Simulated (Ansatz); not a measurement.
## STM study: Na(201) (P6_3/mmc bulk, 7 atomic planes (those closer than 0.6 Å count as one), 10 Å)

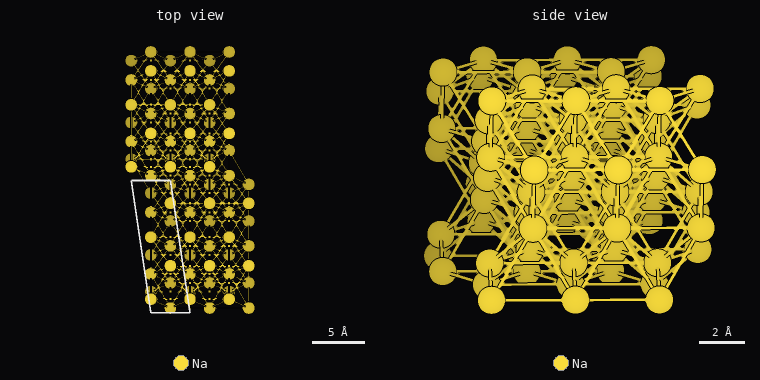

The relaxed structure from above and from the side.

Computed with Ansatz, DFT PBEsol, scalar-relativistic, plane waves, PAW. Cutoff 420 eV, 16 × 5 k-points, Gaussian smearing 0.1 eV, dipole correction. The slab is a cut without reconstruction beyond its cell, at the source's lattice constants, with its lower half held fixed and the rest relaxed. Of the two ways to cut these planes this one leaves the narrow spacing on top (0.26 Å as cut, then 1.31 Å). This isn't the element's usual bcc form. No spin polarisation. The run warns that the functional's potential is rough in the thin density of the vacuum, where the tip is; weak contrasts and barriers may feel it.

Tersoff–Hamann simulation (s-wave tip); biases are sample biases. Bias windows are sharp sums over the levels of the k mesh.

```xyz
14
Lattice="3.7670 0.0000 0.0000 -1.8835 12.7330 0.0000 0.0000 0.0000 26.7231" Properties=species:S:1:pos:R:3 pbc="T T T"
Na    0.0000   11.5245    8.5000
Na    0.0000    2.0444    8.7628
Na    0.0000    5.5759   10.0767
Na    1.8835    8.8288   10.3395
Na    1.8835   12.3603   11.6534
Na    1.8835    2.8802   11.9162
Na    1.8828    6.4434   13.1856
Na    0.0001    9.6667   13.5208
Na    1.8831    0.4689   14.7891
Na   -0.0002    3.7485   15.0319
Na   -0.0010    7.2821   16.3528
Na    1.8827   10.5421   16.6740
Na    0.0000    1.3183   17.8219
Na    1.8830    4.5300   18.0289
```

The last single point, restarted from the relaxation's density, took 14 min on 2 threads of Arm Neoverse N1, with other jobs on the host, peak memory 3.2 GiB.

### 1. Approach curves

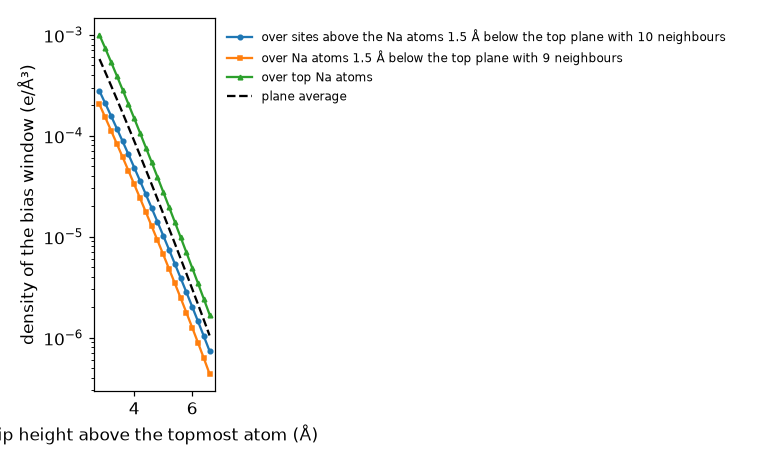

Approach curves over this surface at a sample bias of +0.50 V.

Estimate the decay constant and the apparent barrier, and compare with the vacuum level, which the run puts 2.80 eV above zero bias.

Answer. Near 4 Å the plane average falls as exp(−1.62 z/Å), a factor of 5 per ångström, which gives an apparent barrier of 2.5 eV (0.952 eV Å² times the slope squared). The upper edge of the window lies 2.30 eV under the vacuum level. The curve is still bending at 4 Å, since the potential hasn't yet risen to the vacuum level: further out the slope reaches 1.76 per Å, an apparent barrier of 3.0 eV. That far value is above 2.30 eV. At 4 Å the 0.25 eV of states nearest the upper edge carry 57 % of the density.

### 2. States by depth

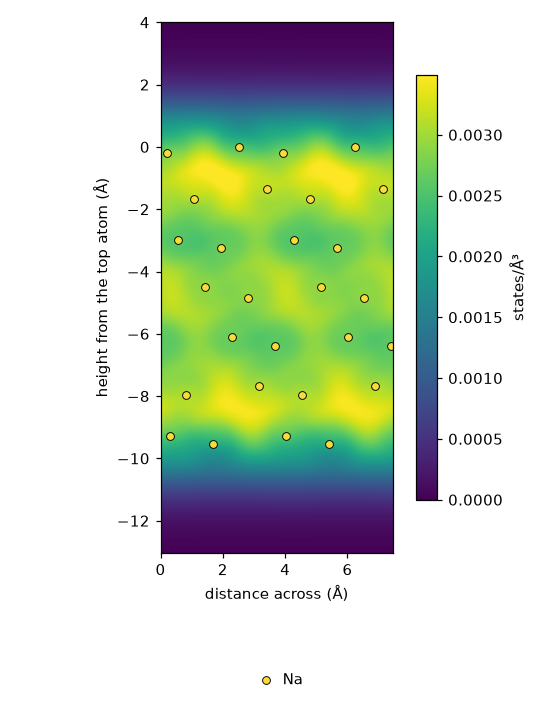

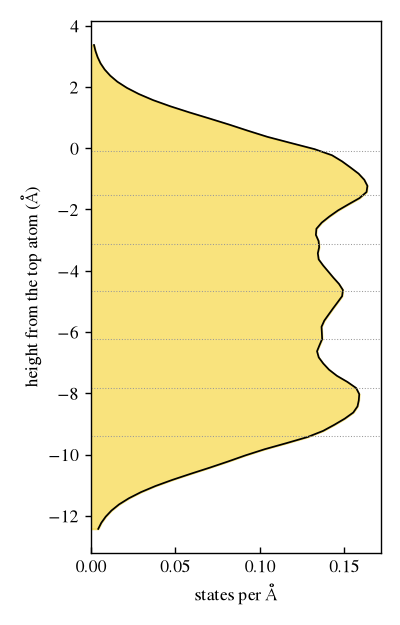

Density of all states between −0.50 and −0.25 eV (zero: the Fermi level) of this surface: side view, averaged along the second cell vector, and the full density summed over planes, the part near the nuclei included (dotted lines mark the atomic planes).

The first picture shows the smooth PAW orbitals' density alone; the shares below count all of it.

Where in the slab do these states sit?

Answer. The window holds 1.7 states per cell. Shares by plane (space cut midway between planes), top to bottom: Na (2 atoms) 17 %, Na (2 atoms) 14 %, Na (2 atoms) 12 %, Na (2 atoms) 14 %, Na (2 atoms) 12 %, Na (2 atoms) 15 %, Na (2 atoms) 16 %; the outer planes' shares include the vacuum, and density in a gap between layers is shared out between the planes on either side.

### 3. Bias series

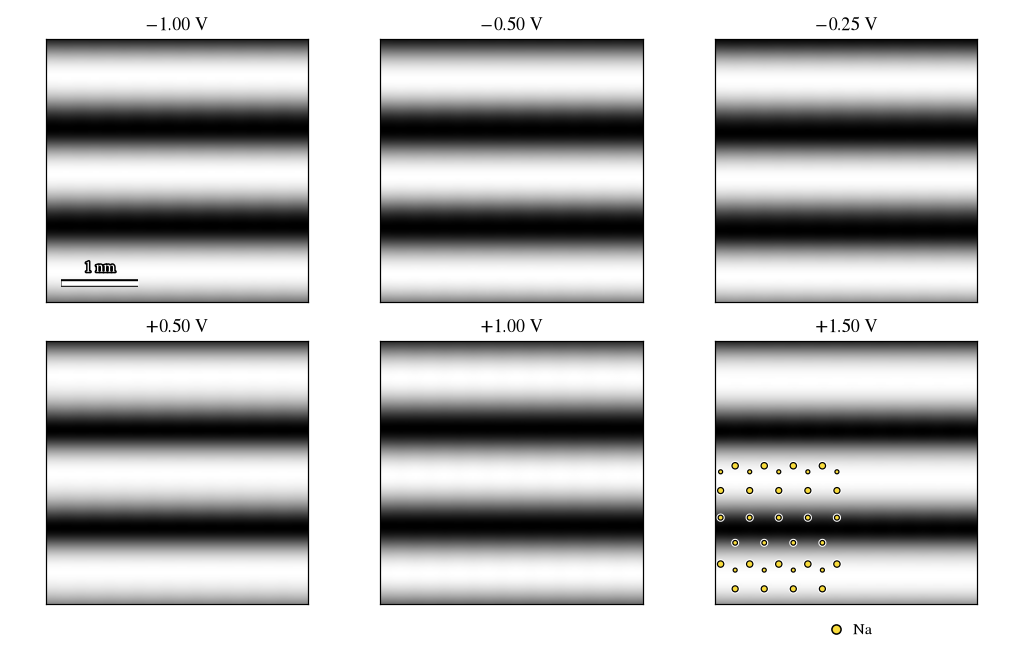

Constant-current images of this surface at 6 sample biases, each on its own colour scale; the last has the atoms seen from above drawn over one corner (deeper ones smaller).

How do the images change with bias?

Answer.
```csv
bias,set point (e/Å³),corrugation,brightest over
−1.00 V,7.5 × 10⁻⁵,1.3 Å,"points 1.5 Å to the side of the top Na atoms, points 1.4 Å to the side of the top Na atoms and sites above the Na atoms 3.0 Å below the top plane"
−0.50 V,5.3 × 10⁻⁵,1.4 Å,points 1.5 Å to the side of the top Na atoms
−0.25 V,4.0 × 10⁻⁵,1.5 Å,points 1.3 Å to the side of the top Na atoms
+0.50 V,8.8 × 10⁻⁵,1.2 Å,sites above the Na atoms 3.0 Å below the top plane and top Na atoms
+1.00 V,2.8 × 10⁻⁴,1.4 Å,points 1.9 Å to the side of the top Na atoms
+1.50 V,5.9 × 10⁻⁴,1.3 Å,points 1.7 Å to the side of the top Na atoms and sites above the Na atoms 3.0 Å below the top plane
```

The slab has states at the Fermi level, so this model gives a current down to small biases. Its work function (top face) is 2.80 eV.
